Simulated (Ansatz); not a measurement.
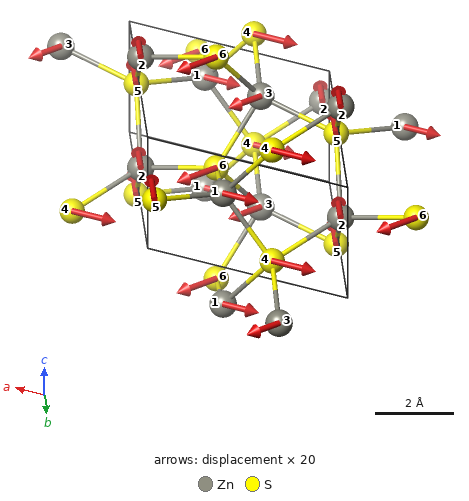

A relaxation of crystalline ZnS (a generated structure, set up in P3_221) (coarse preliminary run). The starting structure is drawn; red arrows show the displacements (the part carried along by the change of the cell is left out), magnified 20 times.

A ball-and-stick model of the cell of the calculation, seen from a free direction.

Theory: DFT PBE, scalar-relativistic, plane waves, PAW (Ansatz 0.2.0). (plane-wave cutoff 420 eV; k-point mesh 6 × 6 × 6; occupations gaussian; smearing width 0.1 eV; no spin polarisation; cell and atoms relaxed; force threshold 0.04 eV/Å; at most 70 steps)

**What happened in the run?**

Over 4 accepted moves (5 points after the start) the energy falls by 281 meV per atom. Largest force component: 1.3 eV/Å at the start, 0.026 eV/Å at the end. Pressure: 26.35 GPa at the start and 0.12 GPa at the end. At 1 point the geometry stayed and the basis and grid were re-selected for the new cell (energy shift of 2.9 meV per atom at most each time). The largest moves relative to the cell, 0.063 Å, are those of S4, S5 and S6. S5 goes along −b. Largest moves by element: S 0.063 Å, Zn 0.051 Å. The drawn cell changes as follows: a = b 5.701 → 6.078 Å (+6.6 %), c 3.362 → 3.692 Å (+9.8 %); the volume changes by +24.8 %. Near-neighbour distances that change, for instance: Zn1–S4 2.187 → 2.380 Å, Zn1–S5 2.223 → 2.371 Å. Among the angles between lasting bonds that change: Zn1–S5–Zn3 122.1° → 127.0°, S5–Zn1–S6 122.1° → 117.5°, Zn1–S5–Zn2 96.6° → 94.6°. The space group stays P3_221 (No. 154). Cost: 85 s on 1 thread of Arm Neoverse V1, on a shared host, peak memory 0.4 GiB.
